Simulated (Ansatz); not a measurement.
# One crystal, many levels of theory: Y2Ti2S2O5 (I4/mmm)

Wanted: a ladder of band gaps for Y2Ti2S2O5 (I4/mmm), from density functionals to G0W0.

Method: density functionals, hybrids and G0W0, plane waves, PAW, in Ansatz 0.2.0.

## (1) The starting structure

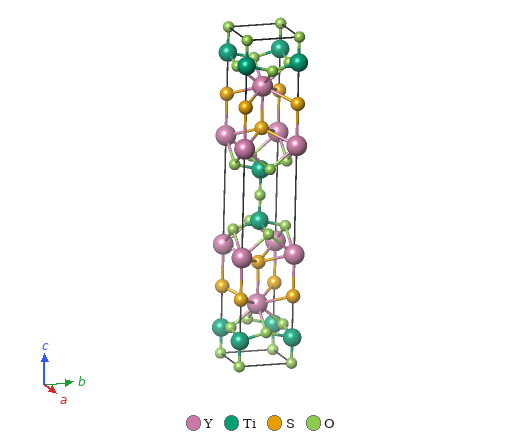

The starting structure, seen slightly off an axis (yttrium pink, titanium teal, sulfur orange, oxygen green). This picture shows the conventional cell, with its axes. Some periodic images of atoms are drawn too.

The cell and positions are those that the Materials Project relaxed with its own functionals (PBE, PBE+U or r2SCAN), kept fixed. At the settings of the band run the largest force is still 0.22 eV/Å.

The logs state that the PAW files were generated under PBE.

## (2) r2SCAN on the 8×8×8 mesh

Levels along a band path and on the mesh show where this functional puts the band edges.

This step: DFT, r2SCAN, plane waves, PAW; PAW set soft_1.

input.yaml

```yaml
crystal:
  lattice:
    - [-1.898002, 1.898002, 11.54533]
    - [1.898002, -1.898002, 11.54533]
    - [1.898002, 1.898002, -11.54533]
  atoms:
    - { symbol: "Y", position: [0.666698, 0.666698, 0.0] }
    - { symbol: "Y", position: [0.333302, 0.333302, 0.0] }
    - { symbol: Ti, position: [0.921493, 0.921493, 0.0] }
    - { symbol: Ti, position: [0.078507, 0.078507, 0.0] }
    - { symbol: S, position: [0.794752, 0.794752, 0.0] }
    - { symbol: S, position: [0.205248, 0.205248, 0.0] }
    - { symbol: O, position: [0.0, 0.0, 0.0] }
    - { symbol: O, position: [0.900805, 0.400805, 0.5] }
    - { symbol: O, position: [0.599195, 0.099195, 0.5] }
    - { symbol: O, position: [0.400805, 0.900805, 0.5] }
    - { symbol: O, position: [0.099195, 0.599195, 0.5] }
kpoints:
  mp_grid: { grid: [8, 8, 8] }
  band_path:
    path:
      - [[0.0, 0.0, 0.0], [0.0, 0.0, 0.5], [0.25, 0.25, 0.25], [0.0, 0.5, 0.0], [0.0, 0.0, 0.0], [0.5, 0.5, -0.5], [0.25675648, 0.74324352, -0.25675648]]
      - [[-0.25675648, 0.25675648, 0.25675648], [0.0, 0.0, 0.0]]
      - [[0.0, 0.0, 0.5], [-0.01351296, 0.01351296, 0.5]]
      - [[0.5, 0.5, -0.01351296], [0.5, 0.5, -0.5]]
    npoints: 10
hamiltonian:
  xc: r2scan
  pseudopotentials: { kind: paw, azcp: { folder: soft_1 } }
scf:
  occupations: { method: fermi_dirac, width: 0.02 }
  n_extra_bands: 7
output:
  eigenvalues: true
  forces: true
  stress: true
```

Run with:

```sh
$ ansatz run input.yaml --threads 24 --pin off --max-ram 110592MiB --backend cuda --events-out ev --progress --plain --runs-dir out --devices 1 --max-vram 157GiB
```

Numbers of over 12 decimals in the logs are rounded to 6 here.

The log of the run:

```text
basis.fft_grid_basis auto: the FFT boxes are laid along the combinations [[1, 0, 1], [0, 1, 1], [0, 0, 1]] of the cell's own vectors, 3.796, 3.796 and 11.853 Å long. The dense box has 30×30×90 points. Along the cell's own vectors, as sized, it would have 90×90×90, 9.00 times as many. Of the 16 symmetry operations that the crystal satisfies within crystal.symmetry.tolerance (time reversal apart; of a slab, those that  [...]
scf.n_extra_bands = 7 over 44 filled bands (N_el = 88.0): the run solves 51 bands
GPUs: using 1 of 1 available (devices: 1).
Engine: ansatz 0.2.0, aarch64-unknown-linux-gnu
Pseudopotentials: kind: paw
Pseudopotential: Y, paw, valence charge 11, recommended cutoff 500 eV (meta_gga), soft_1/Y.paw.azcp
Pseudopotential: Ti, paw, valence charge 12, recommended cutoff 500 eV (meta_gga), soft_1/Ti.paw.azcp
Pseudopotential: S, paw, valence charge 6, recommended cutoff 500 eV (meta_gga), soft_1/S.paw.azcp
Pseudopotential: O, paw, valence charge 6, recommended cutoff 500 eV (meta_gga), soft_1/O.paw.azcp
Functional definition: r2SCAN
  parameter k0 = 0.174
  parameter k1 = 0.065
  parameter a1 = 4.9479
  exchange = r2scan_x(k0 = k0, k1 = k1, a1 = a1)
  correlation = r2scan_c
device memory: the entry about to start is reckoned to put 7.3 GiB on a device that reports 182.5 GiB free (of which the cap on the GPU budget leaves the run 157.0 GiB)
GPU FFT provider: cuFFT
GPU libraries: cuBLAS 13.8.1, cuFFT 12.4.0, cuSOLVER 12.3.2
GPU matrix products: emulated (plane waves: as basis.precision tells), large ones in fixed point in workspaces of 1.00 GiB
Crystal: 11 atoms, lattice volume = 166.364 Å³
Basis set: ecut = 500 eV, 4231 PW (Γ), FFT grids on a1+a3, a2+a3, a3, exchange–correlation on 120×120×360 points (64 copies of the dense FFT grid, shifted against one another)
Bands: 51, of which v1, the nominal top of the filled ones, is band 44 counted from 1 (43 counted from 0)
Symmetry: 16 space group operations
Space group: I4/mmm (ITA 139), of the structure as read, at distance tolerance 5.5e-5 Å
k-points: 59 of 512
Non-local potential: Y, projectors of the file, l = 0: 3, l = 1: 2, l = 2: 2, l = 3: 1
Non-local potential: Ti, projectors of the file, l = 0: 3, l = 1: 2, l = 2: 3, l = 3: 1
Non-local potential: S, projectors of the file, l = 0: 2, l = 1: 2, l = 2: 1
Non-local potential: O, projectors of the file, l = 0: 2, l = 1: 2, l = 2: 1
PAW form: soft (Blöchl's): semilocal exchange-correlation on the pseudo side does not see the compensation charge
PAW frozen core: Y, regenerated for the run's functional (the file was generated under x = pbe(κ = 0.804, μ = 0.219515), c = pbe(β = 0.066725))
PAW frozen core: Ti, regenerated for the run's functional (the file was generated under x = pbe(κ = 0.804, μ = 0.219515), c = pbe(β = 0.066725))
PAW frozen core: S, regenerated for the run's functional (the file was generated under x = pbe(κ = 0.804, μ = 0.219515), c = pbe(β = 0.066725))
PAW frozen core: O, regenerated for the run's functional (the file was generated under x = pbe(κ = 0.804, μ = 0.219515), c = pbe(β = 0.066725))
PAW one-centre angular grid: Y, 590 points (default); XC on 160 Gauss nodes
PAW one-centre angular grid: Ti, 590 points (default); XC on 160 Gauss nodes
PAW one-centre angular grid: S, 302 points (default); XC on 160 Gauss nodes
PAW one-centre angular grid: O, 302 points (default); XC on 160 Gauss nodes
Initial density: superposition of atomic densities (chi_scale 0.1, normalization cell, long waves of neutral atoms (reshape's long-wave potential 2.92 eV rms, cloud 2.95 Å wide))
Initial wavefunctions: pseudopotential atomic-orbital guess
GPU buffer pool allocated for 81000 grid points (all kernels)
GPU transforms: local potential: pruned to the plane-wave sphere, on 27×27×90; band sums: pruned to the plane-wave sphere, on 30×30×90
Functional: x = r2scan, c = r2scan; τ floored in thin density (d = 2e-4 eV/Å³)
SCF iter   1: F=—  HF=-17406.011477 eV  |F-HF|=—  |Δ(HF+E_count)|=         —  Δρ=4.89e-2  dr2=1.18e1  dr2_τ=5.31e-1  ethr=3.10e-3  ⟨swp⟩=7.8  Hψ=12288  notcnv=0
preconditioner: auto → Resta (q_TF=auto, 2.454 Å⁻¹)  ε∞=4.2  [insulator: Δε(μ)=2.440 eV  Ē_g=13.288 eV  σ=0.020 eV  W_gap=1.00  n_scr=44 (ndim 8)  ℏωp=23.7 eV  f_vac=0.046  D(μ)=0.00/eV (n_scr^D=0)  ε∞_Penn≈4.2]
SCF iter   2: F=—  HF=-17404.955159 eV  |F-HF|=—  |Δ(HF+E_count)|=    1.06e0  Δρ=2.42e-2  dr2=1.85e0  dr2_τ=7.75e-2  ethr=3.10e-3  ⟨swp⟩=5.6  Hψ=10304  notcnv=0  defer=58
SCF iter   3: F=—  HF=-17404.969200 eV  |F-HF|=—  |Δ(HF+E_count)|=   1.40e-2  Δρ=1.09e-2  dr2=2.40e-1  dr2_τ=1.18e-2  ethr=2.10e-3  ⟨swp⟩=2.5  Hψ=4999  notcnv=0  defer=117
SCF iter   4: F=—  HF=-17405.005209 eV  |F-HF|=—  |Δ(HF+E_count)|=   3.60e-2  Δρ=1.10e-2  dr2=1.91e-1  dr2_τ=2.03e-2  ethr=2.73e-4  ⟨swp⟩=3.0  Hψ=5542  notcnv=0  defer=117
SCF iter   5: F=—  HF=-17404.978346 eV  |F-HF|=—  |Δ(HF+E_count)|=   2.69e-2  Δρ=2.00e-3  dr2=8.86e-3  dr2_τ=5.52e-4  ethr=2.17e-4  ⟨swp⟩=2.8  Hψ=4871  notcnv=0  defer=117
SCF iter   6: F=—  HF=-17404.980771 eV  |F-HF|=—  |Δ(HF+E_count)|=   2.42e-3  Δρ=7.29e-4  dr2=1.65e-3  dr2_τ=8.87e-5  ethr=1.01e-5  ⟨swp⟩=2.4  Hψ=5277  notcnv=0  defer=117
SCF iter   7: F=—  HF=-17404.981639 eV  |F-HF|=—  |Δ(HF+E_count)|=   8.68e-4  Δρ=2.72e-4  dr2=1.52e-4  dr2_τ=1.16e-5  ethr=1.88e-6  ⟨swp⟩=2.1  Hψ=4199  notcnv=0  defer=117
SCF iter   8: F=—  HF=-17404.981666 eV  |F-HF|=—  |Δ(HF+E_count)|=   2.70e-5  Δρ=2.99e-4  dr2=1.30e-4  dr2_τ=1.28e-5  ethr=1.72e-7  ⟨swp⟩=2.0  Hψ=4534  notcnv=0  defer=117
SCF iter   9: F=—  HF=-17404.981814 eV  |F-HF|=—  |Δ(HF+E_count)|=   1.49e-4  Δρ=4.02e-5  dr2=3.53e-6  dr2_τ=2.02e-7  ethr=1.48e-7  ⟨swp⟩=2.0  Hψ=4458  notcnv=0  defer=117
SCF iter  10: F=—  HF=-17404.982123 eV  |F-HF|=—  |Δ(HF+E_count)|=   3.09e-4  Δρ=9.66e-6  dr2=1.55e-7  dr2_τ=1.83e-8  ethr=4.01e-9  ⟨swp⟩=2.0  Hψ=4142  notcnv=0  defer=117
SCF iter  11: F=-17404.982124 eV  HF=-17404.982124 eV  |F-HF|=1.28e-8  |Δ(HF+E_count)|=   4.66e-7  Δρ=2.67e-6  dr2=1.37e-8  dr2_τ=2.25e-9  ethr=1.14e-10  ⟨swp⟩=16.8  Hψ=16118  notcnv=0
SCF 1 converged in 11 iterations: F = -17404.982124 eV  dr2 = 1.37e-8
[...]
device memory: the entry about to start is reckoned to put 9.5 GiB on a device that reports 182.5 GiB free (of which the cap on the GPU budget leaves the run 157.0 GiB)
NSCF: frozen V_eff on 94 k-points, pencils in batches of 32, up to order 228
SCF converged after 11 iterations
Free energy (F): -17404.982124 eV
Harris-Foulkes:  -17404.982124 eV  (|F-HF|=1.28e-8)
Internal energy: -17404.982124 eV  (E = F + TS)
E sigma→0 (E₀):  -17404.982124 eV
Fermi energy:    8.962702 eV
--- Per-component energies (eV) ---
  E_band       = -745.469530
  E_kinetic    = 2250.651570
  E_local      = -6422.225978  (includes V_loc(G=0)·N_el)
  E_nonlocal   = 488.009386
  E_hartree    = 2496.179956
  E_xc         = -1103.882656
  E_vxc        = -1482.953825  (∫ρ·V_xc dr)
  E_paw        = -9814.982702  (= ΣΔE_a)
  E_vpaw       = -658.763113  (= ΣTr[D̂ρ^β])
  E_aug_tail   = 0.001297  (compensation charges beyond the density's cutoff)
  E_vtau       = 87.445869  (kinetic-family band-sum trace: ∫τ·v_τ [+ j·A + Jᵃ·Aᵃ] dr)
  E_ewald      = -5297.538939
  E_core_change = -1.194057  (= ΣΔE_core)
  E_smearing   = -0.000000  (= −TS)
  E_closure    = 0.000000  (closes the sum)
  Σ components = -17404.982124   (vs F -17404.982124, Δ=0.00e0)
--- Forces (eV/Å), atoms counted from 1 ---
  atom   1  Y      0.00000000     0.00000000    -0.20370256
  atom   2  Y     -0.00000000     0.00000000     0.20370256
  atom   3  Ti    -0.00000000    -0.00000000     0.22376404
  atom   4  Ti     0.00000000    -0.00000000    -0.22376404
  atom   5  S      0.00000000    -0.00000000     0.14982377
  atom   6  S      0.00000000    -0.00000000    -0.14982377
  atom   7  O      0.00000000     0.00000000    -0.00000000
  atom   8  O      0.00000000     0.00000000    -0.08100684
  atom   9  O      0.00000000    -0.00000000     0.08100684
  atom  10  O      0.00000000    -0.00000000    -0.08100684
  atom  11  O     -0.00000000    -0.00000000     0.08100684
  max |Σ_I F_I| component: 4.16e-17 eV/Å
--- Stress (GPa, compression-positive) ---
       -3.134851       0.000000      -0.000000
        0.000000      -3.134851       0.000000
        0.000000      -0.000000      -3.230413
  P = ⅓ Tr σ = -3.1667 GPa (-31.667 kbar)
--- Band table (eV; the first three rows and the last of 59) ---
  k-point 0: bands = [... 40 lower, 7.0842, 8.0999, 8.3783, 8.3783, 9.5383, 9.5621, 10.7516, 10.7516, ... 3 higher]
  k-point 1: bands = [... 40 lower, 6.7039, 7.6260, 8.0771, 8.2339, 9.9794, 9.9895, 10.3120, 10.5512, ... 3 higher]
  k-point 2: bands = [... 40 lower, 6.6115, 7.2834, 7.6455, 7.6994, 10.0551, 10.2652, 10.6727, 10.7736, ... 3 higher]
  k-point 58: bands = [... 40 lower, 7.0955, 8.0154, 8.3780, 8.3780, 9.5397, 9.5608, 10.7566, 10.7566, ... 3 higher]
```

Elapsed: 2.7 s, on 1 × NVIDIA GB200 with 24 threads of Arm Neoverse V2, shared host; peak memory 1.2 GiB; 7.3 s of CPU time.

Reading the cycles: dr2 is the Hartree energy of the density residual (eV), the measure of convergence; HF is the Harris–Foulkes estimate of the energy, which meets the free energy F at convergence.

Numbers from this step:

```yaml
pressure: -3.167 GPa
filled_bands: 44
gap: 1.160 eV
valence_top_at: Γ
conduction_bottom_at: Γ
least_direct_gap: 1.160 eV
```

Over mesh and path the gap is 1.160 eV, direct, at k = Γ.

## (3) r2SCAN+SOC on the 8×8×8 mesh

This run has two-component orbitals with spin-orbit coupling.

This step: DFT, r2SCAN with spin-orbit coupling, plane waves, PAW; PAW set soft_1.

input.yaml, the sections that differ from step 2:

```yaml
kpoints:
  mp_grid: { grid: [8, 8, 8] }
  band_path:
    path:
      - [0.0, 0.0, 0.0]
      - [0.0, 0.0, 0.5]
      - [0.25, 0.25, 0.25]
      - [0.0, 0.5, 0.0]
      - [0.5, 0.5, -0.5]
      - [0.25675648, 0.74324352, -0.25675648]
      - [-0.25675648, 0.25675648, 0.25675648]
      - [-0.01351296, 0.01351296, 0.5]
    npoints: 1
hamiltonian:
  xc: r2scan
  pseudopotentials: { kind: paw_fr, azcp: { folder: soft_1 } }
scf:
  occupations: { method: fermi_dirac, width: 0.02 }
  n_extra_bands: 14
magnetization:
  noncollinear: true
  spin_orbit: true
# crystal, output: as in step 2
```

The log of the run:

```text
[...]
GPUs: using 1 of 1 available (devices: 1).
[...]
non-collinear run that drives no moment, with spin-orbit: no starting moment large enough to seed its density (crystal.atoms[].spin), no starting occupations that ask for one, no magnetisation constraint and no magnetic field, so the semilocal B_xc is pinned to zero
concurrent solve slots: 20 of 24 are kept, ahead of what memory takes: no pass of the eigensolver takes more rounds on 20
[...]
Crystal: 11 atoms, lattice volume = 166.364 Å³
Basis set: ecut = 500 eV, 4231 PW (Γ), FFT grids on a1+a3, a2+a3, a3, exchange–correlation on 120×120×360 points (64 copies of the dense FFT grid, shifted against one another)
Bands: 102, of which v1, the nominal top of the filled ones, is band 88 counted from 1 (87 counted from 0)
Symmetry: 16 space group operations + 16 with time reversal
[...]
k-points: 59 of 512
Projection manifold: j_resolved (fully-relativistic pseudo-atomic orbitals)
[...]
SCF 1 converged in 11 iterations: F = -17393.328193 eV  dr2 = 1.60e-8
[...]
SCF converged after 11 iterations
[...]
atom   4  Ti     0.00000000    -0.00000000    -0.22383120
  atom   5  S      0.00000000    -0.00000000     0.14990220
  atom   6  S      0.00000000     0.00000000    -0.14990220
  atom   7  O     -0.00000000     0.00000000     0.00000000
  atom   8  O      0.00000000     0.00000000    -0.08116787
  atom   9  O      0.00000000    -0.00000000     0.08116787
  atom  10  O     -0.00000000    -0.00000000    -0.08116787
  atom  11  O     -0.00000000     0.00000000     0.08116787
  max |Σ_I F_I| component: 2.36e-16 eV/Å
--- Stress (GPa, compression-positive) ---
       -3.135413      -0.000000      -0.000000
       -0.000000      -3.135413       0.000000
       -0.000000       0.000000      -3.229852
  P = ⅓ Tr σ = -3.1669 GPa (-31.669 kbar)
--- Band table (eV; the first three rows and the last of 59) ---
[...]
```

Wall time 3.9 s (1 × NVIDIA GB200 with 24 threads); peak memory 1.6 GiB.

This step gave:

```yaml
pressure: -3.167 GPa
gap: 1.118 eV
valence_top_at: Γ
conduction_bottom_at: Γ
least_direct_gap: 1.118 eV
```

Over mesh and listed points the gap is 1.118 eV, direct, at k = Γ. r2SCAN+SOC against r2SCAN: 1.118 − 1.160 = −0.042 eV, with the same mesh, set of files (read in its fully relativistic form for the spin-orbit run) and cutoff, and both edges at the same k points. The spin-orbit run sees mesh and listed points alone, so its gap is an upper bound: the coupling can move an edge off these points, and the change over the zone, its sign included where it is small, is not known.

## (4) HSE06 on the 6×6×6 mesh

HSE06 mixes in a quarter of exact exchange at short range.

This step: DFT, HSE06, plane waves, PAW; PAW set soft_1.

Edit input.yaml of step 3 so:

```diff
@@ -18,3 +18,3 @@
 kpoints:
-  mp_grid: { grid: [8, 8, 8] }
+  mp_grid: { grid: [6, 6, 6] }
   band_path:
@@ -31,13 +31,8 @@
 hamiltonian:
-  xc: r2scan
-  pseudopotentials: { kind: paw_fr, azcp: { folder: soft_1 } }
+  xc: hse06
+  pseudopotentials: { kind: paw, azcp: { folder: soft_1 } }
 scf:
-  occupations: { method: fermi_dirac, width: 0.02 }
-  n_extra_bands: 14
-magnetization:
-  noncollinear: true
-  spin_orbit: true
+  occupations: { method: fixed }
+  n_extra_bands: 7
 output:
   eigenvalues: true
-  forces: true
-  stress: true
```

The log of the run:

```text
[...]
GPUs: using 1 of 1 available (devices: 1).
[...]
davidson cushion auto → on  (no smearing: the cushion is to keep the highest requested band from converging to the state above it; pin scf.eigensolver.cushion to override)
[...]
Crystal: 11 atoms, lattice volume = 166.364 Å³
Basis set: ecut = 420 eV, 3235 PW (Γ), FFT grids on a1+a3, a2+a3, a3
[...]
Fermi energy:    8.030438 eV
[...]
--- Band table (eV; the first three rows and the last of 30) ---
  k-point 0: bands = [... 40 lower, 6.6287, 7.6877, 8.0304, 8.0304, 10.0028, 10.0304, 11.2525, 11.2525, ... 3 higher]
  k-point 1: bands = [... 40 lower, 6.1086, 6.9681, 7.5354, 7.7559, 10.6172, 10.7213, 10.7553, 10.9882, ... 3 higher]
  k-point 2: bands = [... 40 lower, 6.2517, 6.6751, 6.7454, 6.9871, 10.6478, 10.7510, 11.2677, 11.7255, ... 3 higher]
  k-point 29: bands = [... 40 lower, 6.6351, 7.6019, 8.0304, 8.0304, 10.0050, 10.0281, 11.2601, 11.2601, ... 3 higher]
[key lines of the parts left out:]
Free energy (F): -17362.587999 eV
```

It took 23 s on 1 × NVIDIA GB200 with 24 threads; peak memory 3.5 GiB; 5.1 min of CPU time.

This step gave:

| Quantity | Value |
| --- | --- |
| gap | 1.972 eV |
| valence top at | Γ |
| conduction bottom at | Γ |
| least direct gap | 1.972 eV |
| exact-exchange fraction | 0.25 |

Over mesh and listed points the gap is 1.972 eV, direct, at k = Γ. HSE06 against r2SCAN: 1.972 − 1.160 = +0.812 eV. The runs also differ in mesh (8×8×8 and 6×6×6) and plane-wave cutoff (500 eV and 420 eV), so how much of this comes from the functional alone is not known. The program's warnings for this run: metallic iterate.

## (5) G0W0@r2SCAN, 6×6×6 mesh, 764 empty bands, screening to 160 eV, PAW set soft_1 files

G0W0 replaces the xc potential by a self-energy built once from the orbitals of the start. Levels are corrected in the window of bands that the input names, at points of the mesh.

This step: G0W0 on r2SCAN, plane waves, PAW; PAW set soft_1.

Edit input.yaml of step 4 so:

```diff
@@ -19,15 +19,4 @@
   mp_grid: { grid: [6, 6, 6] }
-  band_path:
-    path:
-      - [0.0, 0.0, 0.0]
-      - [0.0, 0.0, 0.5]
-      - [0.25, 0.25, 0.25]
-      - [0.0, 0.5, 0.0]
-      - [0.5, 0.5, -0.5]
-      - [0.25675648, 0.74324352, -0.25675648]
-      - [-0.25675648, 0.25675648, 0.25675648]
-      - [-0.01351296, 0.01351296, 0.5]
-    npoints: 1
 hamiltonian:
-  xc: hse06
+  xc: r2scan
   pseudopotentials: { kind: paw, azcp: { folder: soft_1 } }
@@ -35,4 +24,7 @@
   occupations: { method: fixed }
-  n_extra_bands: 7
-output:
-  eigenvalues: true
+gw:
+  n_empty_bands: 764
+  ecut_chi: 160.0
+  qp_bands: [v3, c3]
+  qp_kpoints: band_edges
+  screening: { model: contour_deformation }
```

The log of the run:

```text
GPUs: using 1 of 1 available (devices: 1).
[...]
Crystal: 11 atoms, lattice volume = 166.364 Å³
Basis set: ecut = 500 eV, 4231 PW (Γ), exchange–correlation on 360×360×360 points (64 copies of the dense FFT grid, shifted against one another)
Bands: 55, of which v1, the nominal top of the filled ones, is band 44 counted from 1 (43 counted from 0)
Symmetry: 16 space group operations
[...]
k-points: 30 of 216
[...]
19    45     10.1669   -13.7222    -6.8133   -21.6035  0.7223    11.2610    11.2349  root
    19    46     10.2052   -13.4355    -6.9869   -21.4479  0.7147    11.2561    11.2307  root
[...]
29    44      8.3784   -18.7179     1.9127   -16.1811  0.7752     7.7492     7.7543  root
    29    45      9.5394   -12.6917    -6.9492   -20.6474  0.7282    10.5672    10.5458  root
    29    46      9.5604   -12.7126    -6.9678   -20.6893  0.7277    10.5909    10.5693  root
    29    47     10.7563   -13.9003    -6.8488   -21.7516  0.7085    11.7869    11.7587  root
[key lines of the parts left out:]
SCF converged after 11 iterations
```

It took 4.1 min on 1 × NVIDIA GB200 with 24 threads; peak memory 8.5 GiB; 11 min of CPU time.

Numbers from this step:

* bands summed: 808
* RPA ε∞ on this mesh (eigenvalues): 5.664, 5.664, 5.762
* plane waves in the screening matrix: 787
* G0W0 gap over the corrected points: 2.788 eV
* k of the valence top: 0, 0, 0
* k of the conduction bottom: 0, 0, 0
* starting gap on the mesh: 1.159 eV
* Z at the valence top: 0.7752
* Z at the conduction bottom: 0.7283
* least direct G0W0 gap over the corrected points: 2.788 eV

Over 19 of 30 irreducible mesh points the G0W0 gap is 2.788 eV, direct, at k = Γ. The r2SCAN gap of this run on the mesh is 1.159 eV. The two states that bound the G0W0 gap lie that far apart at the start, so the correction of the gap is 2.788 − 1.159 = +1.629 eV.

(Continued in part 2 of 2.)

[Paths, hosts, dates, memory and timing lines, banners, echoed tables and standing remarks are left out of the program output.]

[Logs are printed without paths, hosts, clocks, repeated set-up lines and the standing remarks that a program may print on its own settings, such as how far it seeks lower states.]

[Runs of the session that timed out or met a known fault of the program may be left out.]

[Cells called generated may have been cut or substituted from an entry of the Crystallography Open Database or the Materials Project.]

[Hosts, paths, dates, database ids (printed as entryN), source tags and the programs' standing remarks are cut or masked in the printed files.]

[Where an RPA ε∞ is given, it is that of the G0W0 mesh and is not shown converged in it. Names of k-points follow the symmetry that the program found, which can be lower than the space group named. Band edges on a path are those of the sampled points; other points can move an edge, and change direct to indirect where valleys lie close.]

[Hybrid gaps are those of their k-mesh and are not shown converged in it.]
